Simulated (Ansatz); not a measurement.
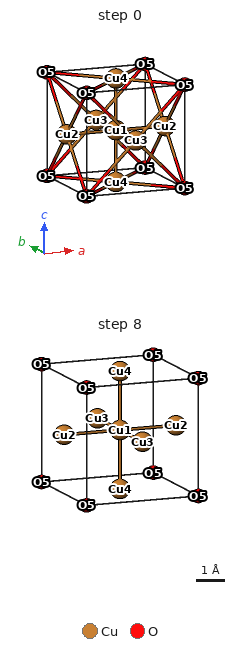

The structure of solid Cu4O (a generated structure, set up in Pm-3m) (coarse preliminary run) before (top) and after (bottom) a relaxation, at one scale.

Style: ball-and-stick. Shown: the cell of the calculation, slightly off an axis.

The calculation used Ansatz 0.2.0, DFT PBE, scalar-relativistic, plane waves, PAW. (plane-wave cutoff 420 eV; k-point mesh 4 × 4 × 4; occupations gaussian; smearing width 0.1 eV; collinear spin; cell and atoms relaxed; force threshold 0.04 eV/Å; at most 70 steps)

**Describe what moved and what it gained.**

Over 6 accepted moves (8 points after the start) the energy falls by 788 meV per atom. All forces vanish by symmetry, so only the cell relaxes. Pressure: 68.37 GPa at the start and 0.21 GPa at the end. The SCF was repeated twice at an unchanged geometry on a basis and grid sized afresh for the cell, which shifted the energy by 49.1 meV per atom at most. The atoms keep their places relative to the cell (all moves are under 0.005 Å). Cell: a = b = c 3.830 → 4.360 Å (+13.8 %). Volume +47.6 %. Near-neighbour distances that change, for instance: Cu2–O5 2.708 → 3.083 Å, Cu1–Cu2 1.915 → 2.180 Å. The space group stays Pm-3m (No. 221). The program noted that the starting moments weren't kept.
